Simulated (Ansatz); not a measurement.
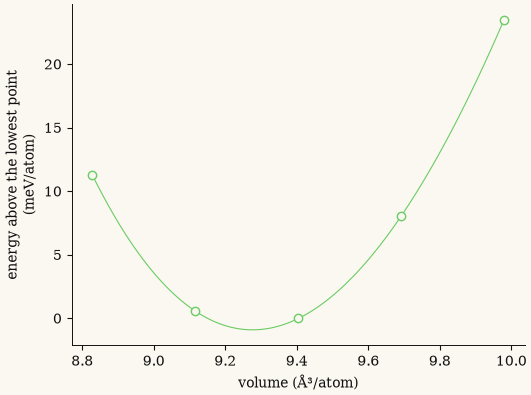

The figure shows the energy above the lowest point against volume.

Calculation (Ansatz 0.2.0 development build): equation of state of a cubic crystal from periodic Kohn-Sham density functional theory without spin, third-order Birch-Murnaghan fit to the free energies; pressure corrected for the finite basis. Level: HSE06.

Q: For which of these solids was it computed?
A. Mo, Im-3m (No. 229)
B. GaSb, F-43m (No. 216)
C. MgO, Fm-3m (No. 225)

A: C, MgO: energy above the lowest point from 0.0 meV/atom to 23.5 meV/atom, V0 9.276 Å³/atom, B0 166 GPa. The others give: Mo, energy above the lowest point from 0.0 meV/atom to 60.3 meV/atom, V0 15.34 Å³/atom, B0 296 GPa; GaSb, energy above the lowest point from 0.0 meV/atom to 22.4 meV/atom, V0 29.06 Å³/atom, B0 52.2 GPa.

For GaSb, limits of the calculation: coarse k-mesh, values are not converged in k.

For MgO, limits of the calculation: modest k-mesh, values are not fully converged in k.

For Mo, limits of the calculation: coarse k-mesh, values are not converged in k; pseudopotentials made with PBE, not this functional.
